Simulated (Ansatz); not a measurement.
# Zr$_{2}$HS$_{4}$: 9 runs along one coordinate

System: Zr$_{2}$HS$_{4}$ (slab, 14 atoms in the cell).
Method: DFT PBE+D3(BJ), scalar-relativistic, plane waves, PAW, PAW set soft_1, no spin polarisation (Ansatz 0.2.0).

The 9 runs differ only in the geometry, by a shift of atoms along one path in a fixed cell. The shift s is measured from run 5: H13 moves along the Cartesian direction (0.00, 0.00, 1.00), and H14 with it in fixed proportion. The structure derives from an entry of the Crystallography Open Database.

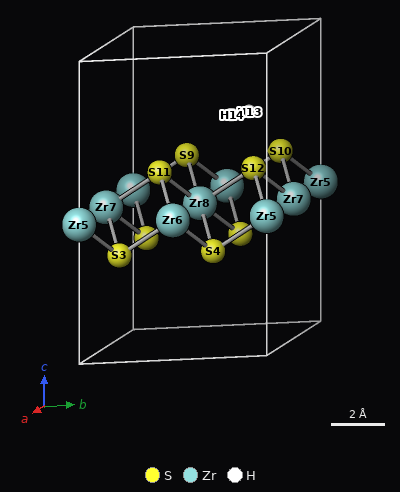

Figure 1. The structure of run 5 (ball-and-stick view of the cell of the calculation, with the vacuum cut short, seen slightly off an axis; atoms are numbered from 1 in the order of the input). An atom can appear more than once, as a periodic image.

**Input of run 5**
```yaml
crystal:
  lattice:
    - [7.2976778227, 0.0, 0.0]
    - [-3.6488389114, 6.3199743831, 0.0]
    - [0.0, 0.0, 20.9171506047]
  atoms:
    - { symbol: S, position: [0.3333333333, 0.1666666667, 0.1912306354] }
    - { symbol: S, position: [0.3333333333, 0.6666666667, 0.1912306354] }
    - { symbol: S, position: [0.8333333333, 0.1666666667, 0.1912306354] }
    - { symbol: S, position: [0.8333333333, 0.6666666667, 0.1912306354] }
    - { symbol: Zr, position: [0.0, 0.0, 0.2609617058] }
    - { symbol: Zr, position: [0.0, 0.5, 0.2609617058] }
    - { symbol: Zr, position: [0.5, 0.0, 0.2609617058] }
    - { symbol: Zr, position: [0.5, 0.5, 0.2609617058] }
    - { symbol: S, position: [0.1666666667, 0.3333333333, 0.3306927762] }
    - { symbol: S, position: [0.1666666667, 0.8333333333, 0.3306927762] }
    - { symbol: S, position: [0.6666666667, 0.3333333333, 0.3306927762] }
    - { symbol: S, position: [0.6666666667, 0.8333333333, 0.3306927762] }
    - { symbol: H, position: [0.2969803379, 0.7030196621, 0.413400026] }
    - { symbol: H, position: [0.3696863288, 0.6303136712, 0.413400026] }
basis:
  ecutwfc: 420
kpoints:
  mp_grid: { grid: [6, 6, 1] }
hamiltonian:
  xc: pbe
  pseudopotentials: { kind: paw, azcp: { folder: soft_1 } }
  dispersion: d3bj
scf:
  occupations: { method: gaussian, width: 0.05 }
output:
  forces: true
  eigenvalues: true
efield:
  axis: 3
  dipole_correction: true
  ramp_width: 0.04
```

Command:
```bash
ansatz run input.yaml --threads 2 --pin off --max-ram 6144MiB --backend cpu --events-out ev --progress --plain --runs-dir out
```

Run 8 differs from it as follows:
```diff
-    - { symbol: H, position: [0.2969803379, 0.7030196621, 0.413400026] }
-    - { symbol: H, position: [0.3696863288, 0.6303136712, 0.413400026] }
+    - { symbol: H, position: [0.2969803379, 0.7030196621, 0.4741157528] }
+    - { symbol: H, position: [0.3696863288, 0.6303136712, 0.4741157528] }
```

**Results, with one run withheld**

| run | shift s of H13 (Å) | free energy per atom, from the lowest run given (meV) | gap on the mesh (eV) | force along the path (eV/Å) |
| --- | --- | --- | --- | --- |
| 1 | −1.2800 | 164.37 | 0.13 | 2.547 |
| 2 | −0.9600 | 102.25 | 0.58 | 2.532 |
| 3 | −0.6400 | 54.13 | 1.03 | 1.657 |
| 4 | −0.3200 | 25.35 | 1.11 | 0.914 |
| 5 | 0.0000 | 10.14 | 1.11 | 0.457 |
| 6 | 0.3200 | 2.99 | 1.10 | 0.194 |
| 7 | 0.8700 | 0.00 | 1.10 | −0.003 |
| 8 | 1.2700 | ? | ? | ? |
| 9 | 1.8700 | 2.83 | 1.10 | −0.045 |

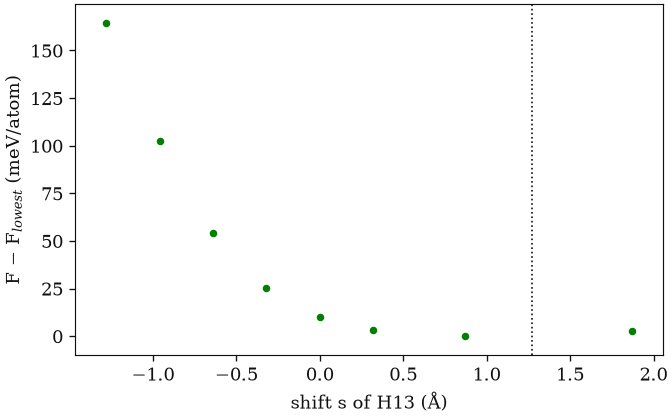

Figure 2. Free energy per atom of the runs given; the dotted line marks run 8.

Fit the runs given and predict run 8.

A cubic polynomial in the coordinate, fitted to the 8 runs given, misses them by at most 1.83 meV per atom. With x = s + 0.0175, it reads F = 9.6904 − 39.201 x + 47.09 x² − 14.997 x³ (meV per atom). At run 8 it gives 5.27 meV per atom, and the run itself gives 0.79. The slope of the fit gives a force −dF/ds of −0.105 eV/Å along the path (summed over the atoms that move), and the printed forces give −0.044 eV/Å. The fit has its minimum at s = 0.5557 Å. The fit misses that run by 4.48 meV per atom. The gap on the mesh lies between 0.13 eV (run 1) and 1.11 eV (run 4); run 8 has 1.10 eV. These are gaps of this functional on this mesh, which can miss the band edges; they aren't the measured gap.

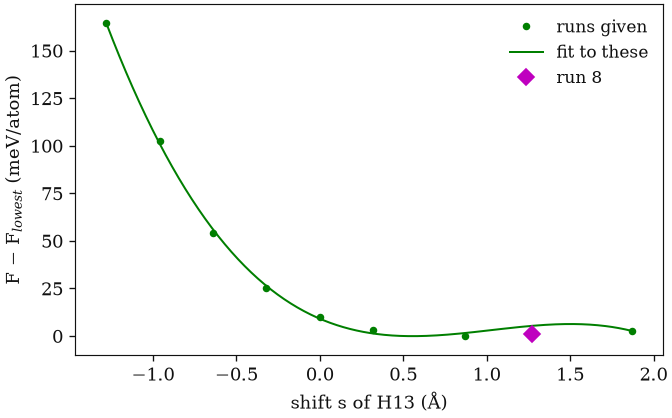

Figure 3. The fit and the withheld run.

**Output, shortened to warnings, some set-up lines, iterations and results (run 8)**
```
Basis set: ecut = 420 eV, 18825 PW (Γ), exchange–correlation on 100×100×288 points (8 copies of the dense FFT grid, shifted against one another)
Symmetry: 2 space group operations
k-points: 13 of 36 (time reversal used)
[...]
SCF iter   1: F=—  HF=-24008.781918 eV  |F-HF|=—  |Δ(HF+E_count)|=         —  Δρ=2.90e-2  dr2=1.23e1  ethr=3.10e-3  p=0.000 e·Å  D=3.32e-7 V/Å  ΔV_dip=-0.00 eV  …
SCF iter   2: F=—  HF=-24005.390888 eV  |F-HF|=—  |Δ(HF+E_count)|=    3.39e0  Δρ=1.15e-2  dr2=1.89e0  ethr=3.10e-3  p=-0.004 e·Å  D=-6.63e-4 V/Å  ΔV_dip=0.01 eV  …
SCF iter   3: F=—  HF=-24005.134868 eV  |F-HF|=—  |Δ(HF+E_count)|=   2.56e-1  Δρ=6.06e-3  dr2=4.37e-1  ethr=1.93e-3  p=-0.002 e·Å  D=-3.46e-4 V/Å  ΔV_dip=0.01 eV  …
SCF iter   4: F=—  HF=-24005.083138 eV  |F-HF|=—  |Δ(HF+E_count)|=   5.17e-2  Δρ=2.15e-3  dr2=3.47e-2  ethr=4.46e-4  p=-0.002 e·Å  D=-3.41e-4 V/Å  ΔV_dip=0.01 eV  …
SCF iter   5: F=—  HF=-24005.085164 eV  |F-HF|=—  |Δ(HF+E_count)|=   2.03e-3  Δρ=2.93e-4  dr2=1.30e-3  ethr=3.55e-5  p=0.004 e·Å  D=7.07e-4 V/Å  ΔV_dip=-0.01 eV  …
SCF iter   6: F=—  HF=-24005.085842 eV  |F-HF|=—  |Δ(HF+E_count)|=   6.78e-4  Δρ=2.37e-4  dr2=3.92e-3  ethr=1.32e-6  p=-0.008 e·Å  D=-1.59e-3 V/Å  ΔV_dip=0.03 eV  …
SCF iter   7: F=—  HF=-24005.085349 eV  |F-HF|=—  |Δ(HF+E_count)|=   4.93e-4  Δρ=5.75e-5  dr2=6.67e-5  ethr=1.32e-6  p=0.002 e·Å  D=3.52e-4 V/Å  ΔV_dip=-0.01 eV  …
SCF iter   8: F=—  HF=-24005.085194 eV  |F-HF|=—  |Δ(HF+E_count)|=   1.55e-4  Δρ=1.22e-5  dr2=2.11e-6  ethr=6.81e-8  p=0.001 e·Å  D=2.65e-4 V/Å  ΔV_dip=-0.01 eV  …
SCF iter   9: F=—  HF=-24005.085194 eV  |F-HF|=—  |Δ(HF+E_count)|=   1.66e-7  Δρ=7.04e-6  dr2=2.03e-6  ethr=2.16e-9  p=0.001 e·Å  D=2.60e-4 V/Å  ΔV_dip=-0.01 eV  …
SCF iter  10: F=-24005.085193 eV  HF=-24005.085194 eV  |F-HF|=2.22e-8  |Δ(HF+E_count)|=   3.77e-7  Δρ=1.56e-6  dr2=4.14e-8  ethr=1.02e-10  p=0.001 e·Å  D=2.61e-4 V/Å  …
SCF 1 converged in 10 iterations: F = -24005.085193 eV  dr2 = 4.14e-8
SCF converged after 10 iterations
Free energy (F): -24005.085193 eV
Harris-Foulkes:  -24005.085194 eV  (|F-HF|=2.22e-8)
Internal energy: -24005.085193 eV  (E = F + TS)
E sigma→0 (E₀):  -24005.085193 eV
Fermi energy:    -2.039291 eV
Dipole field:    D = 0.000257 V/Å  (p = 0.001372 e·Å, saw-weighted, corrected)
Work function:   Φ+ = 5.8478 eV   Φ− = 5.8531 eV
Levels:          The Fermi level and band energies are counted from a zero that moves with the ramp; work functions are not
--- Per-component energies (eV) ---
  E_band       = -1586.286895
  E_kinetic    = 2130.856385
  E_local      = -44930.507136  (includes V_loc(G=0)·N_el)
  E_nonlocal   = 567.341161
  E_hartree    = 21257.852487
  E_xc         = -1349.173878
  E_vxc        = -1416.771276  (∫ρ·V_xc dr)
  E_paw        = -16722.495301  (= ΣΔE_a)
  E_vpaw       = -452.937183  (= ΣTr[D̂ρ^β])
  E_aug_tail   = -0.001914  (compensation charges beyond the density's cutoff)
  E_efield     = 0.000000  (sawtooth field / dipole correction)
  E_vefield    = 0.035529  (∫n·V_field dr)
  E_ewald      = 15044.075039
  E_disp       = -3.032036  (pairwise vdW)
  E_smearing   = -0.000000  (= −TS)
  E_closure    = -0.000000  (closes the sum)
  Σ components = -24005.085193   (vs F -24005.085193, Δ=0.00e0)
--- Forces (eV/Å), atoms counted from 1 ---
  atom   1  S      0.00280123    -0.00055151    -0.00347972
  atom   2  S     -0.00179779     0.00103795     0.00276864
  atom   3  S     -0.00231398     0.00133598    -0.00168861
  atom   4  S      0.00187824    -0.00215018    -0.00347972
  atom   5  Zr    -0.00589505     0.00340351     0.00330938
  atom   6  Zr     0.00919199    -0.00176219     0.00648335
  atom   7  Zr     0.00612210    -0.00707940     0.00648335
  atom   8  Zr    -0.00772270     0.00445870     0.00782346
  atom   9  S      0.00014286     0.00045320     0.00182250
  atom  10  S      0.00076962    -0.00044434     0.01190906
  atom  11  S     -0.00018144     0.00010476     0.00990429
  atom  12  S     -0.00032105    -0.00035032     0.00182250
  atom  13  H      2.95748344    -1.70750386    -0.02292246
  atom  14  H     -2.96015968     1.70904899    -0.02069610
  max |Σ_I F_I| component: 5.99e-5 eV/Å
```
